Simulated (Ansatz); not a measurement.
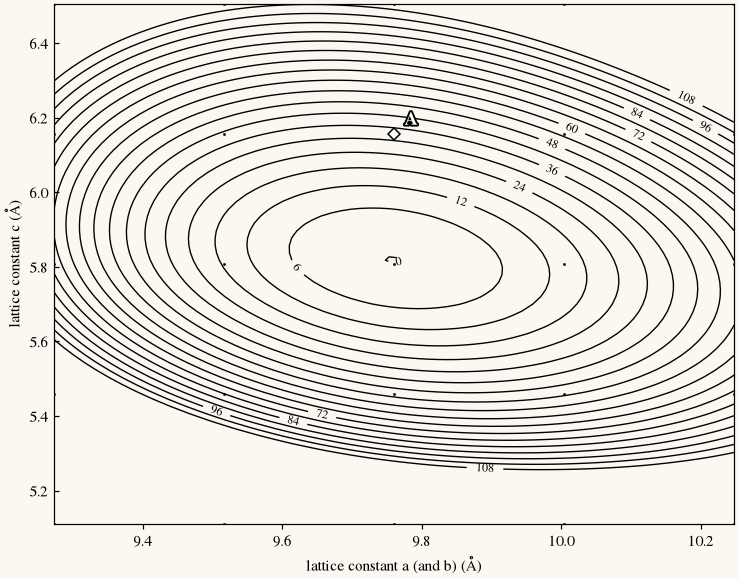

Ge (R-3, No. 148; 8 atoms in the cell). The energy is mapped over the lattice constants a and c of the conventional cell. The first coordinate is: lattice constant a (and b); the second: lattice constant c. Nothing is relaxed (fractional coordinates fixed). The grid has 5 × 5 points. Points are written as (first, second). Energies are in meV/atom, from the lowest grid point. Computed with DFT LDA, scalar-relativistic, plane waves, PAW (Ansatz 0.2.0). Settings: cutoff 420 eV, k-mesh 9×9×9, gaussian smearing 0.15 eV, no spin polarisation.

In the figure: contour lines labelled in meV/atom (none above 108), dots at the grid points, the point A. Between grid points the surface is interpolated.

**Is A at rest? If not, where is it pushed?**

A, at (9.760 Å, 6.157 Å), is not a stationary point. The computed force is 35 meV/atom for each Å towards smaller values of lattice constant a (and b) and 174 meV/atom for each Å towards smaller values of lattice constant c.

PAW datasets: the set soft_1.
